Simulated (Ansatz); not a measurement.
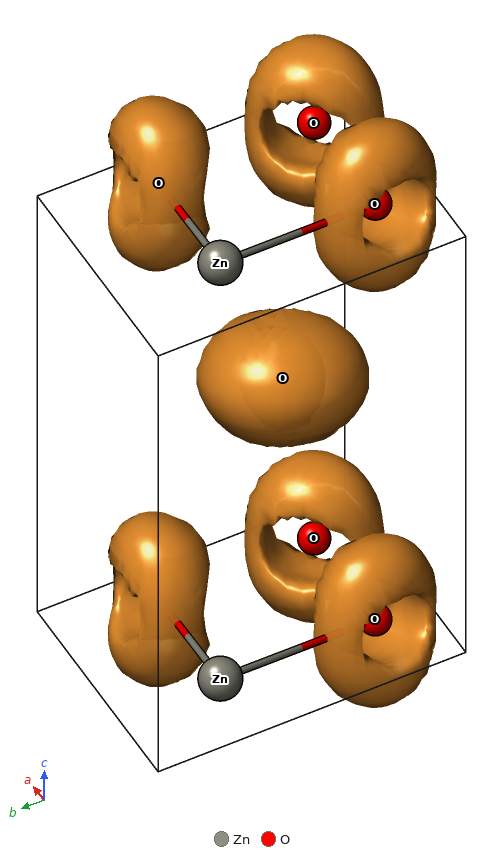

Figure. ZnO$_{4}$. Isosurface of the ELF at 0.8 (orange), seen at an oblique angle. Only the valence region is drawn (cores and ρ < 0.01 e/Å³ removed). Sticks mark near contacts.

Space group P-6m2; a structure generated by program, which may or may not match a known phase; spin-polarised.

Level of theory: DFT PBE, scalar-relativistic, plane waves, PAW in Ansatz 0.2.0.

In a PAW calculation such maps are meaningful between the atoms, not at the nuclei.

Input

```
crystal:
  lattice:
    - [4.1968686313, 0.0, 0.0]
    - [-2.0984343157, 3.6345948511, 0.0]
    - [0.0, 0.0, 4.2496253477]
  atoms:
    - { symbol: Zn, position: [0.3333333333, 0.6666666667, 0.0] }
    - { symbol: O, position: [0.6666666667, 0.3333333333, 0.5], spin: 0.86 }
    - { symbol: O, position: [0.8357133736, 0.1642866264, 0.0], spin: 0.86 }
    - { symbol: O, position: [0.8357133736, 0.6714267472, 0.0], spin: 0.86 }
    - { symbol: O, position: [0.3285732528, 0.1642866264, 0.0], spin: 0.86 }
basis:
  ecutwfc: 420
kpoints:
  mp_grid: { grid: [12, 12, 10] }
hamiltonian:
  xc: pbe
scf:
  occupations: { method: gaussian, width: 0.1 }
output:
  forces: true
  stress: true
  eigenvalues: true
  populations: true
  write_density: true
  write_potential: true
  elf: true
  volumetric_format: npy
magnetization:
  spin_polarized: true
relax:
  adjacent_minimum: "off"
  f_tol: 0.01
  max_steps: 80
  cell: { stress_tol: 0.05 }
```

Command:

```sh
ansatz run input.yaml --threads 1 --pin off --max-ram 2560MiB --backend cpu --events-out ev --progress --plain --runs-dir out
```

Below, planes, directions and counts refer to the conventional cell (a = 4.20 Å, b = 4.20 Å, c = 4.27 Å, α = 90.00°, β = 90.00°, γ = 120.00°).

The fields are those of the run's last geometry, not of the input's.

What do the ELF domains correspond to?

The ELF exceeds this value in four regions wrapped around O (the valence shell of each), counted in one cell of 5 atoms. Regions shared between cells count once. Along the contacts the grid gives the following. Zn–O (2.10 Å): the ELF peaks at about 0.85 in the valence shell of O, 0.6 Å from its nucleus, and is about 0.15 at the midpoint (no shared electron pair shows on this line).

Does the calculation give a band gap?

It is metallic or semimetallic at this level of theory: no gap opens.
